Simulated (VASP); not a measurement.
## Geometry relaxation, with input and output: C (part 2 of 3)

The same run, continued: C (P6₃/mmc, 12 atoms in the cell); Kohn-Sham DFT of a periodic cell, BLYP with D4, VASP PAW PBE potentials, recommended, no spin polarisation (VASP 6.6.1); cutoff 600 eV, 12×12×3 k-mesh, fermi-dirac of 0.05 eV. The structure derives from an entry of the Crystallography Open Database.

Geometry of the input (Å; fractional positions):
```
2.5221  0.0000  0.0000
-1.2611  2.1842  0.0000
0.0000  0.0000  12.3557
C  0.6667  0.3333  0.3542
C  0.3333  0.6667  0.8542
C  0.6667  0.3333  0.1458
C  0.3333  0.6667  0.6458
C  0.6667  0.3333  0.4792
C  0.3333  0.6667  0.9792
C  0.6667  0.3333  0.0208
C  0.3333  0.6667  0.5208
C  0.0000  0.0000  0.8125
C  0.0000  0.0000  0.3125
C  0.0000  0.0000  0.6875
C  0.0000  0.0000  0.1875
```

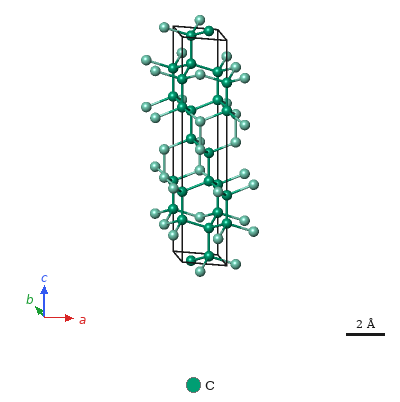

**Figure 1.** The structure as given in the input (ball-and-stick view of the cell of the calculation, seen slightly off an axis; neighbours outside the cell are drawn fainter).

### Parts of OUTCAR, continued
```
   k-points           NKPTS =     38   k-points in BZ     NKDIM =     38   number of bands    NBANDS=     31
   number of dos      NEDOS =    301   number of ions     NIONS =     12
   total plane-waves  NPLWV =  40000
   dimension x,y,z NGX =    20 NGY =   20 NGZ =  100
   dimension x,y,z NGXF=    40 NGYF=   40 NGZF=  200
   ions per type =              12
   NGX,Y,Z   is equivalent  to a cutoff of  13.18, 13.18, 13.45 a.u.
   NGXF,Y,Z  is equivalent  to a cutoff of  26.37, 26.37, 26.91 a.u.
 SYSTEM =  C
   PREC   = accura    normal or accurate (medium, high low for compatibility)
   ISTART =      0    job   : 0-new  1-cont  2-samecut
   ICHARG =      2    charge: 1-file 2-atom 10-const
   ISPIN  =      1    spin polarized calculation?
   LNONCOLLINEAR =      F non collinear calculations
   LSORBIT =      F    spin-orbit coupling
   LASPH  =      T    aspherical Exc in radial PAW
   ENCUT  =  600.0 eV  44.10 Ry    6.64 a.u.   5.04  5.04 24.68*2*pi/ulx,y,z
   NELM   =     60;   NELMIN=  2; NELMDL= -5     # of ELM steps
   EDIFF  = 0.1E-06   stopping-criterion for ELM
   LREAL  =      F    real-space projection
   EDIFFG = -.2E-01   stopping-criterion for IOM
   NSW    =     60    number of steps for IOM
   IBRION =      2    ionic relax: 0-MD 1-quasi-New 2-CG
   NFREE  =      1    steps in history (QN), initial steepest desc. (CG)
   ISIF   =      3    stress and relaxation
   ISYM   =      2    0-nonsym 1-usesym 2-fastsym
   POTIM  = 0.5000    time-step for ionic-motion
   TEBEG  =    0.0;   TEEND  =   0.0 temperature during run
   PSTRESS=    0.0 pullay stress
   NELECT =      48.0000    total number of electrons
   NUPDOWN=      -1.0000    fix difference up-down
   EMIN   =  10.00;   EMAX   =-10.00  energy-range for DOS
   EFERMI =   0.00;   METHOD = LEGACY
   ISMEAR =    -1;   SIGMA  =   0.05  broadening in eV -4-tet -1-fermi 0-gaus
   EFERMI_NEDOS =   21; number of points for ismear=-14 and -15
   IALGO  =     68    algorithm
   IMIX   =      4    mixing-type and parameters
     AMIX     =   0.40;   BMIX     =  1.00
     AMIX_MAG =   1.60;   BMIX_MAG =  1.00
  volume/ion in A,a.u.               =       5.67        38.28
  Fermi-wavevector in a.u.,A,eV,Ry     =   1.457184  2.753678 28.890408  2.123385
  Thomas-Fermi vector in A             =   2.574015
   LORBIT       =      0    0 simple, 1 ext, 2 COOP (PROOUT), +10 PAW based schemes
   GGA     = B5    functional components
   LHFCALC =     F    Hartree Fock is set to
   AEXX    =    0.0000 exact exchange contribution
   IVDW    =    13    specifies the selected vdW correction
   VDW_S6         =  1.00000000  s6, scaling of the dipole-dipole dispersion
   VDW_S8         =  2.34076671  s8, scaling of the dipole-quadrupole dispersion
   VDW_A1         =  0.44488865  a1, scaling of the critical radii
   VDW_A2         =  4.09330090  a2, offset of the critical radii
   VDW_S9         =  1.00000000  s9, scaling of the three-body dispersion
   VDW_RADIUS     = 31.75063494  two-body interaction cutoff (in Angstroms)
   VDW_CNRADIUS   = 15.87531747  CN, coordination number cutoff (in Angstroms)
   LEPSILON=     F    determine dielectric tensor
   LRPA    =     F    only Hartree local field effects (RPA)
 conjugate gradient relaxation of ions
 non-spin polarized calculation
 RMM-DIIS sequential band-by-band and
  energy-cutoff  :      600.00
  volume of cell :       68.06
 maximum number of plane-waves:      2301
   NGX = 11   NGY = 11   NGZ = 49

--------------------------------------- Ionic step        1  -------------------------------------------

 number of electron      48.0000000 magnetization

 Free energy of the ion-electron system (eV)
  ---------------------------------------------------
  ext. energy  EPLUGINS =         0.00000000
  ---------------------------------------------------
  free energy    TOTEN  =      -100.22244589 eV

  energy without entropy =     -100.22244589  energy(sigma->0) =     -100.22244589

------------------------ aborting loop because EDIFF is reached ----------------------------------------

  DFT-D4 for vdW energy calculation

  Edisp (eV):   -4.98140

  FORCE on cell =-STRESS in cart. coord.  units (eV):
  Direction    XX          YY          ZZ          XY          YZ          ZX
  --------------------------------------------------------------------------------------
  -------------------------------------------------------------------------------------
  Total      -0.84485    -0.84485     2.64721     0.00000     0.00000     0.00000
  in kB     -19.88691   -19.88691    62.31278     0.00000     0.00000     0.00000
  external pressure =        7.51 kB  Pullay stress =        0.00 kB

 VOLUME and BASIS-vectors are now :
 -----------------------------------------------------------------------------
  energy-cutoff  :      600.00
  volume of cell :       68.06
      direct lattice vectors                 reciprocal lattice vectors
     2.522100000  0.000000000  0.000000000     0.396494984  0.228916486  0.000000000
    -1.261050000  2.184202671  0.000000000     0.000000000  0.457832972  0.000000000
     0.000000000  0.000000000 12.355700000     0.000000000  0.000000000  0.080934306

 POSITION                                       TOTAL-FORCE (eV/Angst)
 -----------------------------------------------------------------------------------
      1.26105      0.72807      4.37602         0.000000      0.000000      0.315062
     -0.00000      1.45614     10.55387         0.000000     -0.000000      0.315062
      1.26105      0.72807      1.80183        -0.000000      0.000000     -0.315062
     -0.00000      1.45614      7.97968        -0.000000      0.000000     -0.315062
      1.26105      0.72807      5.92048         0.000000      0.000000     -0.024022
     -0.00000      1.45614     12.09833        -0.000000     -0.000000     -0.024022
      1.26105      0.72807      0.25737         0.000000      0.000000      0.024022
     -0.00000      1.45614      6.43522        -0.000000     -0.000000      0.024022
      0.00000      0.00000     10.03901         0.000000      0.000000      0.325030
      0.00000      0.00000      3.86116        -0.000000     -0.000000      0.325030
      0.00000      0.00000      8.49454         0.000000     -0.000000     -0.325030
      0.00000      0.00000      2.31669         0.000000      0.000000     -0.325030
 -----------------------------------------------------------------------------------
    total drift:                               -0.000000      0.000000      0.000000

  FREE ENERGIE OF THE ION-ELECTRON SYSTEM (eV)
  ---------------------------------------------------
  free  energy   TOTEN  =      -105.2038459987 eV

  energy  without entropy=     -105.2038459987  energy(sigma->0) =     -105.20384600

--------------------------------------- Ionic step        2  -------------------------------------------

 number of electron      48.0000003 magnetization

------------------------ aborting loop because EDIFF is reached ----------------------------------------

  DFT-D4 for vdW energy calculation

  Edisp (eV):   -4.96413

  FORCE on cell =-STRESS in cart. coord.  units (eV):
  Direction    XX          YY          ZZ          XY          YZ          ZX
  --------------------------------------------------------------------------------------
  -------------------------------------------------------------------------------------
  Total       0.87642     0.87642    -2.76962     0.00000     0.00000     0.00000
  in kB      20.55212    20.55212   -64.94801     0.00000     0.00000     0.00000
  external pressure =       -7.95 kB  Pullay stress =        0.00 kB

 VOLUME and BASIS-vectors are now :
 -----------------------------------------------------------------------------
  energy-cutoff  :      600.00
  volume of cell :       68.32
      direct lattice vectors                 reciprocal lattice vectors
     2.513533734  0.000000000  0.000000000     0.397846262  0.229696646  0.000000000
    -1.256766867  2.176784067 -0.000000000     0.000000000  0.459393293  0.000000000
     0.000000000  0.000000000 12.487194156    -0.000000000  0.000000000  0.080082041

 POSITION                                       TOTAL-FORCE (eV/Angst)
 -----------------------------------------------------------------------------------
      1.25677      0.72559      4.43795         0.000000     -0.000000     -0.183753
     -0.00000      1.45119     10.68155        -0.000000      0.000000     -0.183753
      1.25677      0.72559      1.80565         0.000000     -0.000000      0.183753
     -0.00000      1.45119      8.04924        -0.000000      0.000000      0.183753
      1.25677      0.72559      5.98232        -0.000000     -0.000000      0.216056
     -0.00000      1.45119     12.22591         0.000000     -0.000000      0.216056
      1.25677      0.72559      0.26128        -0.000000      0.000000     -0.216056
     -0.00000      1.45119      6.50488         0.000000      0.000000     -0.216056
      0.00000      0.00000     10.16169        -0.000000     -0.000000     -0.312221
      1.25677      2.17678      3.91810        -0.000000      0.000000     -0.312221
     -1.25677      2.17678      8.56910        -0.000000     -0.000000      0.312221
      0.00000      0.00000      2.32550        -0.000000      0.000000      0.312221
 -----------------------------------------------------------------------------------
    total drift:                                0.000000      0.000000      0.000000

  FREE ENERGIE OF THE ION-ELECTRON SYSTEM (eV)
  ---------------------------------------------------
  free  energy   TOTEN  =      -105.2048633675 eV

  energy  without entropy=     -105.2048633675  energy(sigma->0) =     -105.20486337

--------------------------------------- Ionic step        3  -------------------------------------------

 number of electron      48.0000001 magnetization

------------------------ aborting loop because EDIFF is reached ----------------------------------------

  DFT-D4 for vdW energy calculation

  Edisp (eV):   -4.97268

  FORCE on cell =-STRESS in cart. coord.  units (eV):
  Direction    XX          YY          ZZ          XY          YZ          ZX
  --------------------------------------------------------------------------------------
  -------------------------------------------------------------------------------------
  Total       0.01162     0.01162    -0.15913     0.00000    -0.00000     0.00000
  in kB       0.27304     0.27304    -3.73871     0.00000    -0.00000     0.00000
  external pressure =       -1.06 kB  Pullay stress =        0.00 kB

 VOLUME and BASIS-vectors are now :
 -----------------------------------------------------------------------------
  energy-cutoff  :      600.00
  volume of cell :       68.19
      direct lattice vectors                 reciprocal lattice vectors
     2.517821053  0.000000000  0.000000000     0.397168813  0.229305521  0.000000000
    -1.258910527  2.180496994 -0.000000000     0.000000000  0.458611043  0.000000000
     0.000000000  0.000000000 12.421382821    -0.000000000  0.000000000  0.080506334

 POSITION                                       TOTAL-FORCE (eV/Angst)
 -----------------------------------------------------------------------------------
      1.25891      0.72683      4.40699         0.000000     -0.000000      0.058772
     -0.00000      1.45366     10.61769        -0.000000      0.000000      0.058772
      1.25891      0.72683      1.80370         0.000000     -0.000000     -0.058772
     -0.00000      1.45366      8.01439        -0.000000      0.000000     -0.058772
      1.25891      0.72683      5.95137        -0.000000      0.000000      0.096172
     -0.00000      1.45366     12.16206         0.000000     -0.000000      0.096172
      1.25891      0.72683      0.25933        -0.000000     -0.000000     -0.096172
     -0.00000      1.45366      6.47002         0.000000      0.000000     -0.096172
      0.00000      0.00000     10.10033        -0.000000      0.000000     -0.026683
      0.00000      0.00000      3.88964         0.000000      0.000000     -0.026683
      0.00000      0.00000      8.53174        -0.000000      0.000000      0.026683
      0.00000      0.00000      2.32105         0.000000      0.000000      0.026683
 -----------------------------------------------------------------------------------
    total drift:                               -0.000000     -0.000000      0.000000

  FREE ENERGIE OF THE ION-ELECTRON SYSTEM (eV)
  ---------------------------------------------------
  free  energy   TOTEN  =      -105.2219428299 eV

  energy  without entropy=     -105.2219428299  energy(sigma->0) =     -105.22194283

--------------------------------------- Ionic step        4  -------------------------------------------

 number of electron      48.0000002 magnetization

------------------------ aborting loop because EDIFF is reached ----------------------------------------

  DFT-D4 for vdW energy calculation

  Edisp (eV):   -4.97423

  FORCE on cell =-STRESS in cart. coord.  units (eV):
  Direction    XX          YY          ZZ          XY          YZ          ZX
  --------------------------------------------------------------------------------------
  -------------------------------------------------------------------------------------
  Total       0.07195     0.07195    -0.09982     0.00000     0.00000     0.00000
  in kB       1.69102     1.69102    -2.34611     0.00000     0.00000     0.00000
  external pressure =        0.35 kB  Pullay stress =        0.00 kB

 VOLUME and BASIS-vectors are now :
 -----------------------------------------------------------------------------
  energy-cutoff  :      600.00
  volume of cell :       68.17
      direct lattice vectors                 reciprocal lattice vectors
     2.517611991 -0.000000000  0.000000000     0.397201794  0.229324563  0.000000000
    -1.258805996  2.180315941 -0.000000000    -0.000000000  0.458649126  0.000000000
     0.000000000 -0.000000000 12.419099735    -0.000000000  0.000000000  0.080521134

 POSITION                                       TOTAL-FORCE (eV/Angst)
 -----------------------------------------------------------------------------------
      1.25881      0.72677      4.40929        -0.000000      0.000000     -0.081375
     -0.00000      1.45354     10.61884         0.000000      0.000000     -0.081375
      1.25881      0.72677      1.80025        -0.000000     -0.000000      0.081375
     -0.00000      1.45354      8.00980         0.000000     -0.000000      0.081375
      1.25881      0.72677      5.95440        -0.000000      0.000000     -0.188677
     -0.00000      1.45354     12.16395        -0.000000      0.000000     -0.188677
      1.25881      0.72677      0.25515         0.000000     -0.000000      0.188677
     -0.00000      1.45354      6.46470         0.000000     -0.000000      0.188677
      2.51761     -0.00000     10.09789        -0.000000     -0.000000      0.083476
      0.00000     -0.00000      3.88834         0.000000     -0.000000      0.083476
      2.51761     -0.00000      8.53076        -0.000000      0.000000     -0.083476
      0.00000     -0.00000      2.32121         0.000000      0.000000     -0.083476
```
